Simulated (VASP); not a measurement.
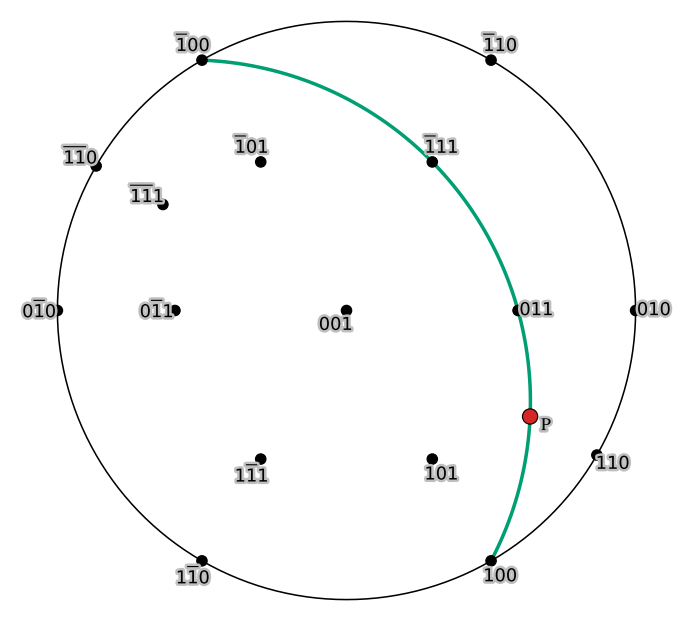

Crystal: Ti, an entry of the Crystallography Open Database, as set up for an electronic-structure calculation. Stereographic projection of plane normals (upper hemisphere) centred on (0 0 1). The drawing is computed from the coordinates (standard cell, symmetry found to 0.002 Å).

a = 2.950 Å, b = 2.950 Å, c = 4.680 Å, α = 90.00°, β = 90.00°, γ = 120.00°.

Index the pole marked P.

Answer. P is (1 1 1), in four indices (1 1 −2 1), 72.5° from the centre.

Which zone does the coloured great circle trace?

Answer. The zone [0 1 −1]: its poles satisfy k − l = 0.

What is the angle between the normals of (0 1 1) and (1 −1 0), and what are their d_hkl = 1/|g|?

Answer. 116.0°; d = 2.242 Å and 2.555 Å.
